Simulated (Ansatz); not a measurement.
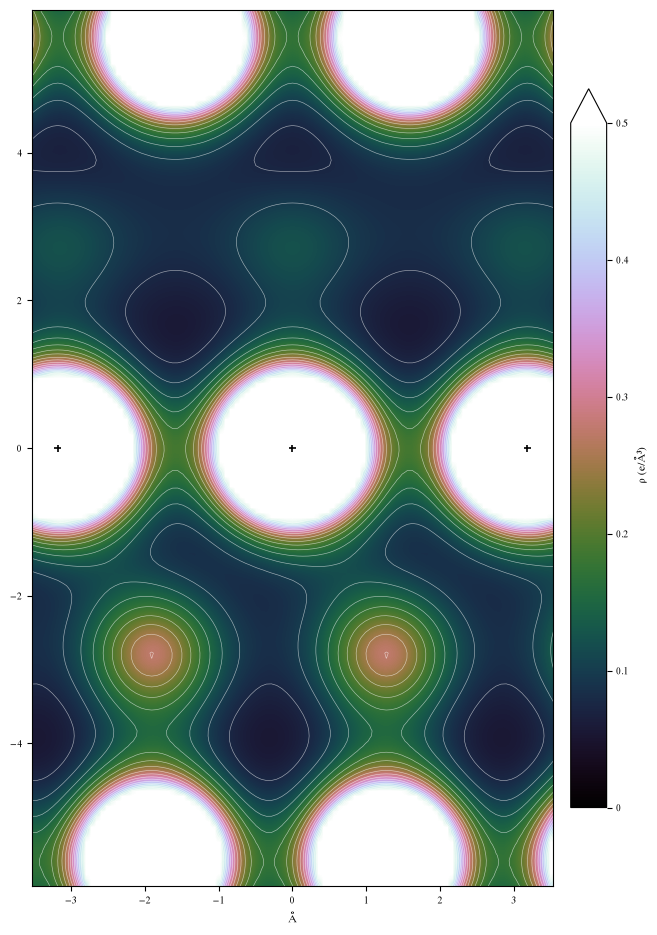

The valence electron density on a plane through atoms (crosses mark nuclei in the plane).

Theory: DFT PBEsol, scalar-relativistic, plane waves, PAW in Ansatz.

Candidates:
A. Hf2S, a = 3.25 Å, b = 3.25 Å, c = 11.93 Å, α = 90.00°, β = 90.00°, γ = 120.00°. Space group P6₃/mmc; a structure from a database of computed crystals, not necessarily the ambient phase; changed on purpose from its base cell (biaxial strain in the a-b plane, c and atoms relaxed: -3.0 %); computed pressure about 5 GPa in this cell.
B. Sn, a = 3.18 Å, b = 3.68 Å, c = 11.18 Å, α = 88.76°, β = 88.37°, γ = 64.41°. Space group P-1; computed pressure about −4 GPa in this cell.
C. Ge, a = 5.58 Å, b = 5.58 Å, c = 5.58 Å, α = 90.00°, β = 90.00°, γ = 90.00°. Space group Fd-3m; a structure from a database of computed crystals, not necessarily the ambient phase; computed pressure about 4 GPa in this cell.

Q: Which system is this?

A: Candidate B: Sn on the (010) plane of the conventional cell, which holds Sn. Sn–Sn (3.18 Å): ρ is about 0.19 e/Å³ halfway.
